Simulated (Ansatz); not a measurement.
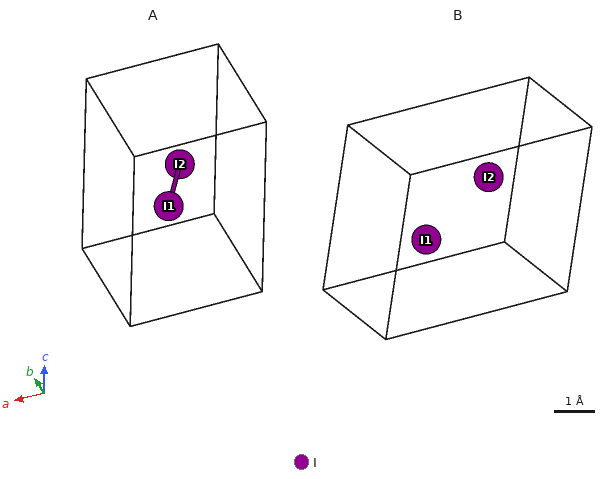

Two geometries of crystalline I (a generated structure, set up in Imma), drawn at one scale. One is the start of a relaxation, the other its converged end. A ball-and-stick model of the cell of the calculation, seen from a free direction.

Method: Ansatz 0.2.0, DFT, PAW plane waves, PBE. Set-up: plane-wave cutoff 420 eV; k-point mesh 6 × 6 × 6; occupations fermi dirac; smearing width 0.043 eV; no spin polarisation; cell and atoms relaxed; at most 40 steps.

### Which one is relaxed?

Structure B is the relaxed one. The largest moves relative to the cell, 0.54 Å, are those of I1 and I2. I1 goes along +a. The volume changes by +40.2 %, with a 3.610 → 4.961 Å (+37.4 %), b = c 4.965 → 5.355 Å (+7.9 %), α 95.0° → 114.4°, β 111.3° → 117.6°, γ 68.7° → 62.4°. Among the contacts that change: I1–I1 3.610 → 4.961 Å, I1–I2 3.478 → 4.799 Å, I1–I2 (another image) 3.378 → 2.947 Å, I1–I2 (another image) 3.882 → 4.241 Å. Bond angles that change, for instance: I2–I1–I2 166.0° → 160.1°. The space group stays Imma (No. 74). Over 20 accepted moves (24 points after the start) the energy falls by 333 meV per atom. The largest force component goes from 0.42 to 0.00069 eV/Å. Pressure: 0.37 GPa at the start and 0.00 GPa at the end. The line search rejected the trial step at point 8 of the run. The SCF was repeated 3 times at an unchanged geometry on a basis and grid sized afresh for the cell, which shifted the energy by 13.9 meV per atom at most. The run took 79 s on 1 thread of Intel(R) Xeon(R) Platinum 8488C (Sapphire Rapids), with other jobs on the host, peak memory 0.46 GiB.
